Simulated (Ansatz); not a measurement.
Run report: CaF₃, single-point calculation

CaF₃ (I4/mmm, 4 atoms in the cell), computed with DFT r2SCAN, scalar-relativistic, plane waves, PAW, spin-polarised (Ansatz 0.2.0).

The structure derives from a Materials Project entry. Figures and captions count atoms from 1; the log counts them from 0 in places.

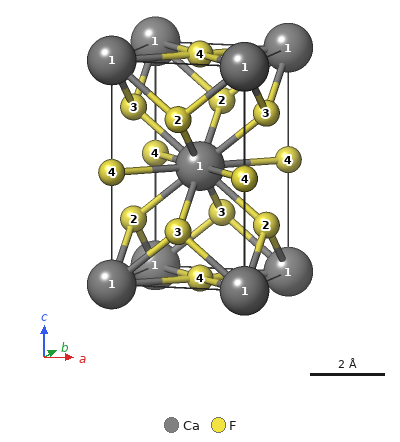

**Figure 1.** The input geometry (ball-and-stick view of the cell 2 times as large as that of the calculation, set on its symmetry axes, seen slightly off an axis; atoms are numbered from 1 in the order of the input).

**Results in brief**

| quantity | value |
| --- | --- |
| outcome | converged |
| space group (tolerance 0.01 Å) | I4/mmm (139) |
| electrons treated | 31 |
| free energy | −4254.0755 eV |
| Fermi energy | 3.902 eV |
| gap on the k-point mesh | none (metallic) |
| net moment of the cell | 1.00 μB |
| integrated absolute moment | 1.08 μB |
| pressure | 0.00 GPa |
| largest force (length of the vector) | under 0.001 eV/Å |
| hardware | 1 thread of Intel Xeon (Sapphire Rapids), 64 GiB of memory available, shared host |
| wall time | 2.3 min |
| peak memory | 1.6 GiB |

The electronic state found may not be the lowest one. Warnings of the run: the state was not tested for a lower one.

**Input**
```yaml
crystal:
  lattice:
    - [-1.9077757082, 1.9077757082, 3.0889689773]
    - [1.9077757082, -1.9077757082, 3.0889689773]
    - [1.9077757082, 1.9077757082, -3.0889689773]
  atoms:
    - { symbol: Ca, position: [0.0, 0.0, 0.0] }
    - { symbol: F, position: [0.75, 0.25, 0.5], spin: 0.2 }
    - { symbol: F, position: [0.25, 0.75, 0.5], spin: 0.2 }
    - { symbol: F, position: [0.5, 0.5, 0.0], spin: 0.71 }
basis:
  ecutwfc: 500
kpoints:
  mp_grid: { grid: [16, 16, 16] }
  band_path:
    path:
      - [[0.0, 0.0, 0.0], [0.0, 0.0, 0.5], [0.25, 0.25, 0.25], [0.0, 0.5, 0.0], [0.0, 0.0, 0.0], [0.5, 0.5, -0.5], [0.34536029, 0.65463971, -0.34536029]]
      - [[-0.34536029, 0.34536029, 0.34536029], [0.0, 0.0, 0.0]]
      - [[0.0, 0.0, 0.5], [-0.19072057, 0.19072057, 0.5]]
      - [[0.5, 0.5, -0.19072057], [0.5, 0.5, -0.5]]
    npoints: 14
hamiltonian:
  xc: r2scan
scf:
  occupations: { method: gaussian, width: 0.1 }
  n_extra_bands: 10
output:
  forces: true
  stress: true
  eigenvalues: true
  populations: true
  dos: { projected: true, de: 0.02, nscf_kmesh: { grid: [24, 24, 24] } }
  bader: true
  write_density: true
  write_potential: true
  elf: true
  volumetric_format: npy
magnetization:
  spin_polarized: true
checkpoint:
  read: start.run
  write: ck
  compress: false
  write_wavefunctions: false
  write_every: 100000
```

Launch command:
```bash
ansatz run input.yaml --threads 1 --pin off --max-ram 2560MiB --backend cpu --events-out ev --progress --plain --runs-dir out
```

**The program's output**
```
Warning: checkpoint.read: spin seed differs: saved a81660dc5331…, current 5e78f1f1098b…; the loaded state replaces the seed-built initial guess (but the starting_ns of a DFT+U solve that opens without the state's occupation matrices), so the run may converge into the producing seed's basin, or, where the symmetry group that follows from this deck's starting moments and starting_ns does not hold the saved magnetisation, lose that magnetisation at its first build. Where atoms have moved since the state was saved, this difference can also decide whether moments are moved with them. A self-consistent run of this deck without the state starts from its starting moments and, under a DFT+U term, its starting_ns
scf.n_extra_bands = 10 over 16 filled bands (N_el = 31.0): the run solves 26 bands
Engine: ansatz 0.2.0, x86_64-unknown-linux-gnu
Pseudopotentials: kind: paw
Pseudopotential: Ca, paw, valence charge 10, recommended cutoff 500 eV (meta_gga), Ca.paw.azcp
Pseudopotential: F, paw, valence charge 7, recommended cutoff 500 eV (meta_gga), F.paw.azcp
Functional definition: r2SCAN
  parameter k0 = 0.174
  parameter k1 = 0.065
  parameter a1 = 4.9479
  exchange = r2scan_x(k0 = k0, k1 = k1, a1 = a1)
  correlation = r2scan_c
Crystal: 4 atoms, lattice volume = 44.971 Å³
Basis set: ecut = 500 eV, 1159 PW (Γ), exchange–correlation on 120×120×120 points (64 copies of the dense FFT grid, shifted against one another)
Bands: 26, of which v1, the nominal top of the filled ones, is band 16 counted from 1 (15 counted from 0)
Symmetry: 16 space group operations
Space group: I4/mmm (ITA 139), of the structure as read, at distance tolerance 3.6e-5 Å
Magnetic group: BNS 139.531 (UNI 1191), of the structure as read, at distance tolerance 3.6e-5 Å
k-points: 349 of 4096
Non-local potential: Ca, projectors of the file, l = 0: 3, l = 1: 2, l = 2: 2
Non-local potential: F, projectors of the file, l = 0: 2, l = 1: 2, l = 2: 1
PAW form: soft (Blöchl's): semilocal exchange-correlation on the pseudo side does not see the compensation charge
PAW frozen core: Ca, regenerated for the run's functional (the file was generated under x = pbe(κ = 0.804, μ = 0.2195149727645171), c = pbe(β = 0.06672455060314922))
PAW frozen core: F, regenerated for the run's functional (the file was generated under x = pbe(κ = 0.804, μ = 0.2195149727645171), c = pbe(β = 0.06672455060314922))
PAW one-centre angular grid: Ca, 302 points (default); XC on 160 Gauss nodes
PAW one-centre angular grid: F, 302 points (default); XC on 160 Gauss nodes
Initial density: read from a saved state, or passed on in memory by an earlier SCF of this step, an earlier step, the calling program or the single point that the run made first
Stability of the state it starts from, as read at its close in the collinear treatment: not read, because the mixer in use, unlike msr1, does not test its closes by its own steps (another_mixer); its run was given moments
Starting moments: Σ|m| = 1.11 μB on 3 of 4 sites; this step starts from the density that it was given
Initial wavefunctions: pseudopotential atomic-orbital guess
Functional: x = r2scan, c = r2scan; τ floored in thin density (d = 2e-4 eV/Å³)
iter 1 solved again at ethr=1.61e-6 eV; its pass at ethr=3.10e-3 eV (dr2=4.98e-4 eV) is discarded
SCF iter   1: F=—  HF=-4254.075467 eV  |F-HF|=—  |Δ(HF+E_count)|=         —  Δρ=5.09e-7 (↑5.09e-7 ↓2.26e-7)  dr2=1.01e-10  dr2_τ=1.41e-11  dr2_m=3.01e-11  M=1.000 μB ∫|m|=1.078 μB  β_m=1.20  ethr=1.61e-6  ⟨swp⟩=2.2  Hψ=146988  notcnv=0
eigensolver tolerance schedule: the retry pair's looser diagonalisation over-reported the residual by 4940906.21 of it (diagonalisation noise at an unbounded share of the residual, at the tolerance the schedule requests for it); recorded, not acted on — ethr = c·dr2/N_el stays at c = 1.0e-1
preconditioner: auto → Kerker (q_TF=auto, 2.564 Å⁻¹)  [metal: Δε(μ)=0.006 eV  Ē_g=22.688 eV  σ=0.100 eV  W_gap=0.04  n_scr=14 (ndim 8)  ℏωp=29.8 eV  f_vac=0.000  D(μ)=0.66/eV (n_scr^D=0)]
spin=Collinear: Kerker preconditioning applied to the charge; magnetization (m = ρ↑ − ρ↓) channel mixes plain (no charge-response kernel on spin).
SCF iter   2: F=—  HF=-4254.075468 eV  |F-HF|=—  |Δ(HF+E_count)|=   6.03e-7  Δρ=3.51e-7 (↑2.82e-7 ↓3.51e-7)  dr2=8.07e-11  dr2_τ=1.32e-11  dr2_m=1.73e-11  M=1.000 μB ∫|m|=1.078 μB  β_m=1.20  ethr=1.00e-12  ⟨swp⟩=9.9  Hψ=114735  notcnv=0  κ⁻¹=1.0e0(r=1)
SCF iter   3: F=-4254.075468 eV  HF=-4254.075468 eV  |F-HF|=8.19e-12  |Δ(HF+E_count)|=  2.00e-11  Δρ=2.02e-7 (↑2.02e-7 ↓1.34e-7)  dr2=2.77e-11  dr2_τ=3.02e-12  dr2_m=3.80e-12  M=1.000 μB ∫|m|=1.078 μB  ethr=1.00e-12  ⟨swp⟩=3.0  Hψ=60249  notcnv=0
SCF 1 converged in 3 iterations: F = -4254.075468 eV  dr2 = 2.77e-11
  greatest PAW one-centre occupation: 0.995 electrons in one spin orbital (limit 2), on the Ca atom at site 0 (counted from 0), in its partial waves of l = 0
this state was not tested for a lower state beside it, because the mixer in use, unlike msr1, does not test its closes by its own steps (another_mixer; see scf.mixing.algorithm and scf.lower_state_search)
NSCF: frozen V_eff on 130 k-points
NSCF: frozen V_eff on 1063 k-points
SCF converged after 3 iterations
Magnetization: 1.0000 μB (16.0000 up, 15.0000 down)
Absolute magnetization: 1.0798 μB (∫|ρ↑−ρ↓|, with the PAW one-centre terms)
Spin contamination: 0.0036 ħ² per cell (⟨S²⟩ above its minimum at these occupations)
Per-site moments (μB) at R_I (Å): [(-0.0035060240458861924, 1.0125207630550912), (0.18591220590316213, 1.0125207630550912), (0.18591220590316213, 1.0125207630550912), (0.6478684132484414, 1.0125207630550912)]
Free energy (F): -4254.075468 eV
Harris-Foulkes:  -4254.075468 eV  (|F-HF|=8.19e-12)
Internal energy: -4254.072182 eV  (E = F + TS)
E sigma→0 (E₀):  -4254.073825 eV
Entropy (-TS):   -0.003286 eV (-0.821 meV/atom)
Fermi energy:    3.901648 eV
--- Per-component energies (eV) ---
  E_band       = -225.376510
  E_kinetic    = 897.973497
  E_local      = -2019.856884  (includes V_loc(G=0)·N_el)
  E_nonlocal   = 282.345161
  E_hartree    = 693.178662
  E_xc         = -374.170761
  E_vxc        = -541.640303  (∫ρ·V_xc dr)
  E_paw        = -1471.523163  (= ΣΔE_a)
  E_vpaw       = -267.577567  (= ΣTr[D̂ρ^β])
  E_aug_tail   = 0.003214  (compensation charges beyond the density's cutoff)
  E_vtau       = 37.019086  (kinetic-family band-sum trace: ∫τ·v_τ [+ j·A + Jᵃ·Aᵃ] dr)
  E_ewald      = -2261.707068
  E_core_change = -0.314840  (= ΣΔE_core)
  E_smearing   = -0.003286  (= −TS)
  E_closure    = 0.000000  (closes the sum)
  Σ components = -4254.075468   (vs F -4254.075468, Δ=0.00e0)
--- Forces (eV/Å), atoms counted from 1 ---
  atom   1  Ca     0.00000000     0.00000000    -0.00000000
  atom   2  F      0.00000000    -0.00000000     0.00000000
  atom   3  F      0.00000000    -0.00000000     0.00000000
  atom   4  F      0.00000000     0.00000000     0.00000000
  max |Σ_I F_I| component: 4.34e-18 eV/Å
--- Stress (GPa, compression-positive) ---
       -0.000166       0.000000       0.000000
        0.000000      -0.000166      -0.000000
        0.000000       0.000000      -0.000523
  P = ⅓ Tr σ = -0.0003 GPa (-0.003 kbar)
--- Band table (eV; the first three rows and the last of 698) ---
  k-point 0 ↑: bands = ["-34.1644", "-19.4480", "-17.3736", "-17.1042", "-14.2263", "-14.2244", "-14.2244", "-0.5540", "1.0197", "1.0197", "1.2497", "1.2497", "1.6216", "2.8996", "3.4022", "3.4022", "12.6454", "13.3418", "13.6434", "14.3677", "14.9225", "14.9225", "22.2498", "24.1998", "24.1998", "25.4736"]
  k-point 1 ↑: bands = ["-34.1632", "-19.4431", "-17.3822", "-17.1163", "-14.2287", "-14.2280", "-14.2103", "-0.5859", "0.9088", "0.9992", "1.3062", "1.3183", "1.7602", "2.8838", "3.3020", "3.3969", "12.7090", "13.3946", "13.7862", "14.3786", "14.8835", "14.9155", "22.2839", "23.9273", "24.1294", "25.4606"]
  k-point 2 ↑: bands = ["-34.1598", "-19.4272", "-17.4090", "-17.1505", "-14.2409", "-14.2329", "-14.1713", "-0.6643", "0.7136", "0.9507", "1.4550", "1.5170", "2.0341", "2.8374", "3.0263", "3.3811", "12.8701", "13.5307", "14.2041", "14.4104", "14.7677", "14.8965", "22.3756", "23.2671", "23.9290", "25.3997"]
  k-point 348 ↓: bands = ["-34.1475", "-17.6852", "-17.4268", "-16.7994", "-14.2769", "-14.2769", "-13.7412", "0.7126", "0.7126", "1.6749", "3.1702", "3.3503", "3.3503", "3.4321", "3.4506", "3.4506", "12.7477", "13.0420", "13.8198", "14.4293", "14.4293", "18.1972", "18.8025", "24.4596", "24.5826", "24.5826"]
--- Löwdin populations: 4 sites ---
  site symbol       q [e]    m [muB]
     0     Ca      8.2622    -0.0077
     1      F      7.6519     0.1854
     2      F      7.6519     0.1854
     3      F      7.2717     0.6514
  spilling = 0.005236 (of n_electrons = 31.000000)
--- Bader charges: 4 sites ---
  site symbol  charge [e]  shift [e]    m [muB]
     0     Ca      1.7279     0.0001    -0.0077
     1      F     -0.7035     0.0001     0.1805
     2      F     -0.7035     0.0001     0.1805
     3      F     -0.3208     0.0000     0.6466
  estimated error of the sums over rays = 1.1e-4 e
```

**File populations.tsv**
```
# site	symbol	l	j	q_up	q_dn
# orbitals = lowdin
# n_electrons = 31.000000
# spilling = 0.005236
0	Ca	0_3S	-	0.995685	0.995610
0	Ca	0_4S	-	0.134398	0.143056
0	Ca	1_3P	-	2.997162	2.996298
1	F	0_2S	-	0.973702	0.972868
1	F	1_2P	-	2.944949	2.760357
2	F	0_2S	-	0.973702	0.972868
2	F	1_2P	-	2.944949	2.760357
3	F	0_2S	-	0.983366	0.981190
3	F	1_2P	-	2.978210	2.328968
```

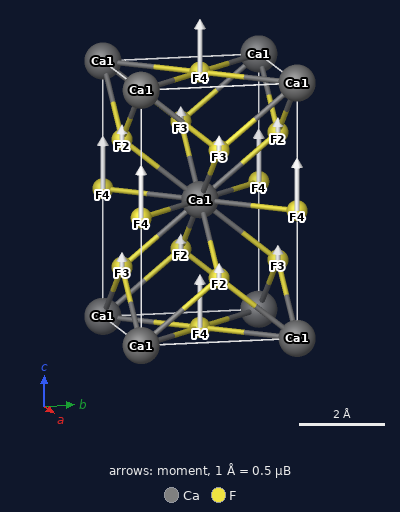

**Figure 2.** Magnetic moments of the sites as white arrows (ball-and-stick view of the cell 2 times as large as that of the calculation, set on its symmetry axes, seen slightly off an axis; atoms are numbered from 1 in the order of the input); small moments hardly show. The run is collinear, so the axis drawn is arbitrary. Site moments: F4 (0.65 μB); F2, F3 (0.19 μB). They are counted near the atoms and needn't add up to the moment of the cell.

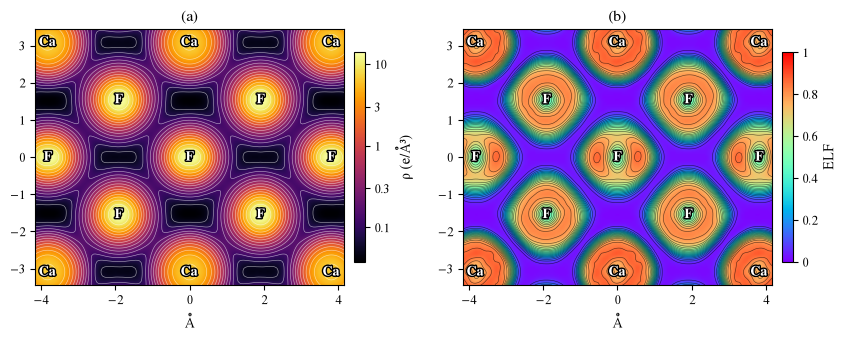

**Figure 3.** (a) valence pseudo-density; (b) ELF on the (010) plane of the conventional cell. The section cuts through Ca and F sites. Ca–F (2.45 Å): the density is about 0.17 e/Å³ at the midpoint; the ELF is about 0.05 at the midpoint (a polar contact without a shared pair, in a metal). Away from the nuclei the density in this plane falls to 0.04 e/Å³ at its lowest. The strong features right at Ca lie inside the PAW spheres (semicore, d or f shells) and say nothing about bonding. Core electrons are frozen (PAW), so the fields are smoothed inside the atomic spheres.

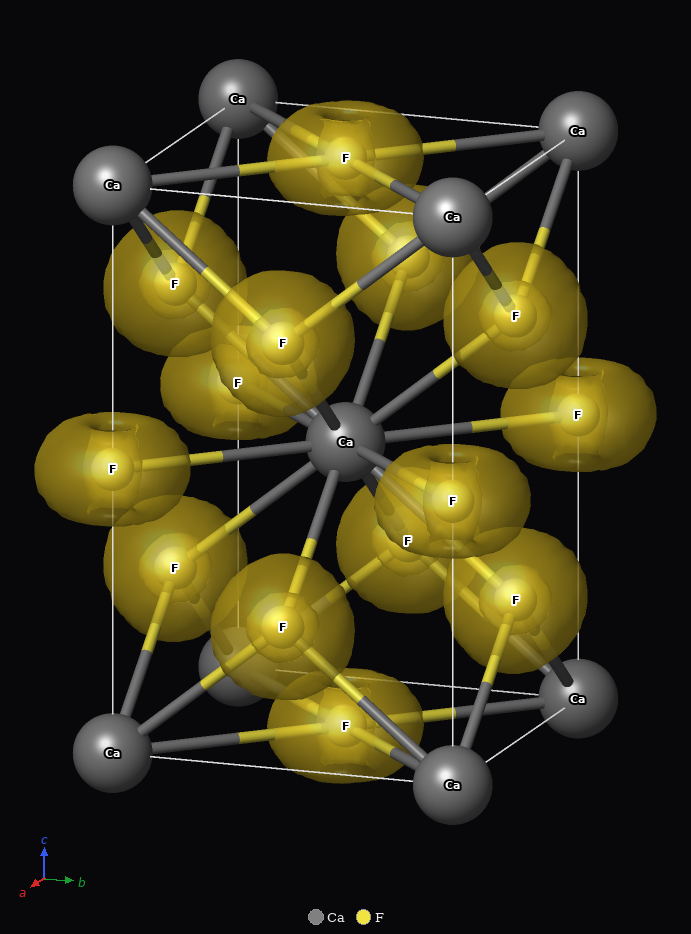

**Figure 4.** Isosurface of the ELF at 0.75 (yellow), seen slightly off an axis. Only the valence region is drawn (cores and ρ < 0.01 e/Å³ removed). Sticks mark near contacts. The outline is the cell set on symmetry axes. Along the contacts the grid gives the following. Ca–F (2.45 Å): the ELF is about 0.05 at the midpoint; a polar contact without a shared pair, in a metal. Ca–F (2.70 Å): the ELF is about 0 at the midpoint (no shared pair; the contact is polar).

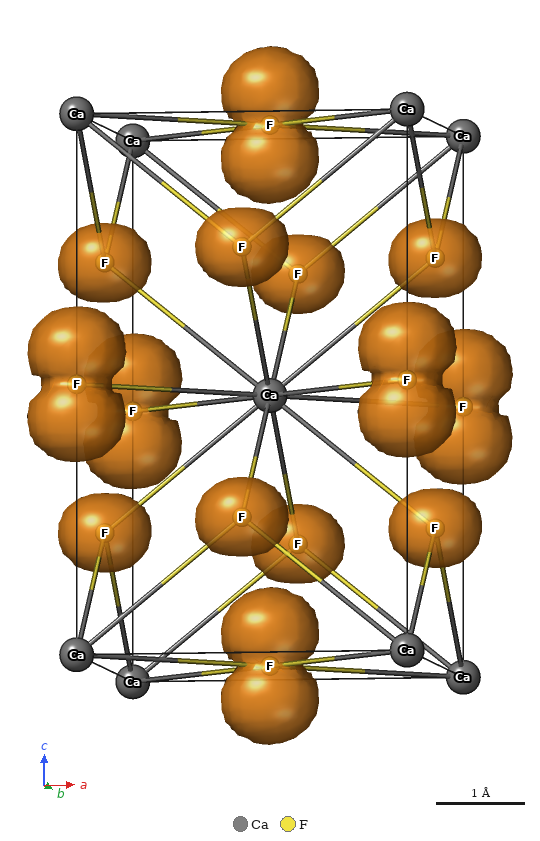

**Figure 5.** Isosurfaces of the magnetisation density (up minus down) at +0.1 (orange) and −0.1 e/Å³ (purple), seen at an oblique angle. Sticks mark near contacts. The outline is the cell set on symmetry axes. The cell of the calculation (4 atoms) carries 1.0 μB net. Only one sign reaches the isovalue.
